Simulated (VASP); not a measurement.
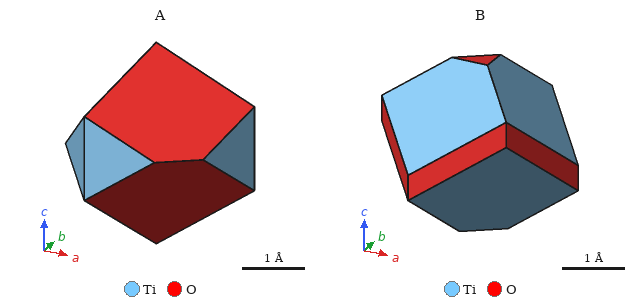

Computed Voronoi cells of the 2 sites of this structure, drawn to one scale and in one orientation; each face has the colour of the neighbour behind it.

TiO, space group P6_3/mmc (No. 194), a = 2.852 Å, b = 2.852 Å, c = 5.568 Å, α = 90.00°, β = 90.00°, γ = 120.00°

```json
{"site": "Ti", "Wyckoff": "2c", "x": "0.6667", "y": "0.3333", "z": "0.7500"}
{"site": "O", "Wyckoff": "2a", "x": "0.0000", "y": "0.0000", "z": "0.5000"}
```

Source: a cell listed in the Materials Project, as set up for an electronic-structure calculation.

> Which cell belongs to which site?

A is Ti (12 faces above 1 % of the solid angle, 9.9 Å³, mostly facing O); B is O (14 faces above 1 % of the solid angle, 9.7 Å³, mostly facing Ti).
